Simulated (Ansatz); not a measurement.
The coordinates of a crystal:

```yaml
crystal:
  lattice:
    - [3.48638, 0.00000, 0.00000]
    - [-1.74319, 3.01929, 0.00000]
    - [0.00000, 0.00000, 4.17804]
  atoms:
    - { symbol: Mg, position: [0.66667, 0.33333, 0.75000] }
    - { symbol: Mg, position: [0.33333, 0.66667, 0.25000] }
    - { symbol: O, position: [0.66667, 0.33333, 0.14229] }
    - { symbol: O, position: [0.33333, 0.66667, 0.75000] }
```

### What crystal do these data define?

The solid is MgO. It is primitive hexagonal, space group P3m1 (No. 156). The cell has 4 atoms, namely 2 Mg, 2 O. Mg takes two kinds of site: 1c with four O at 1.64 to 2.01 Å; 1b with five O in a distorted trigonal bipyramidal arrangement at 2.06 to 2.09 Å. O takes two kinds of site: 1c with four Mg in a distorted tetrahedral arrangement at 1.64 to 2.06 Å; 1b with five Mg in a trigonal bipyramidal arrangement at 2.01 to 2.09 Å. The bonds build a three-dimensional framework.

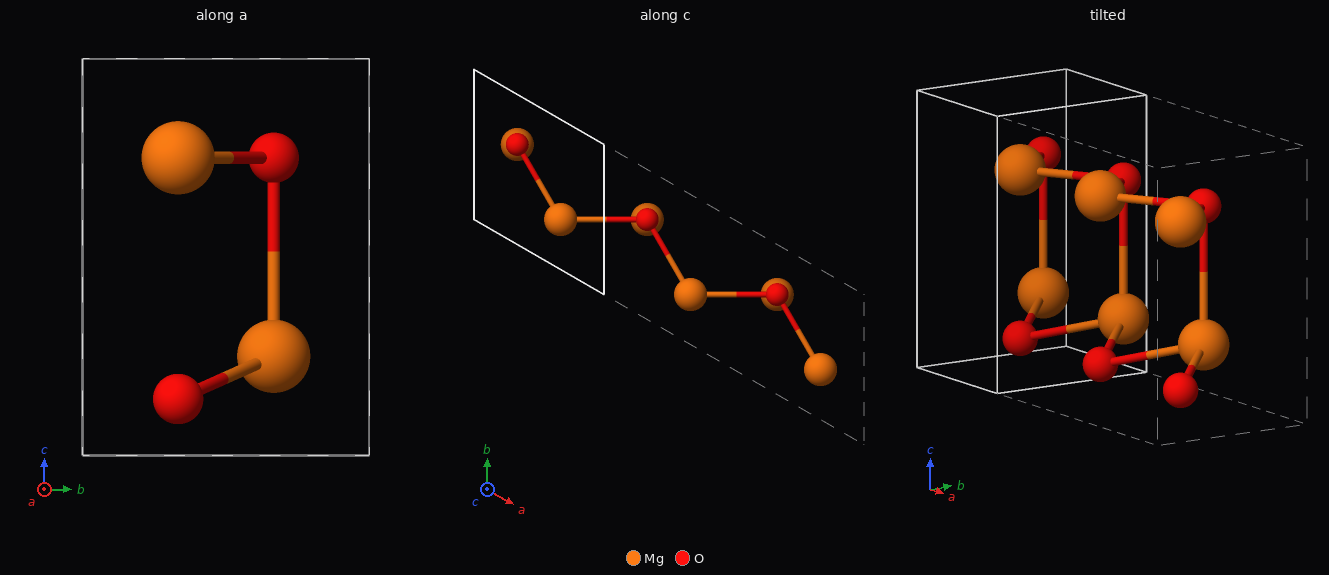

A ball-and-stick rendering, viewed along the a axis, along the c axis and slightly off an axis. One conventional unit cell is drawn solid; the view covers 3×1×1 cells.

The structure was taken from a structure listed in the Materials Project. The cell was then strained or its atoms displaced on purpose. A calculation with Ansatz used it as input.

At this level of theory the cell isn't at rest (compressed, at 17 GPa and forces up to 9.6 eV/Å), so its distances can differ from those at equilibrium, the more so the softer the solid.
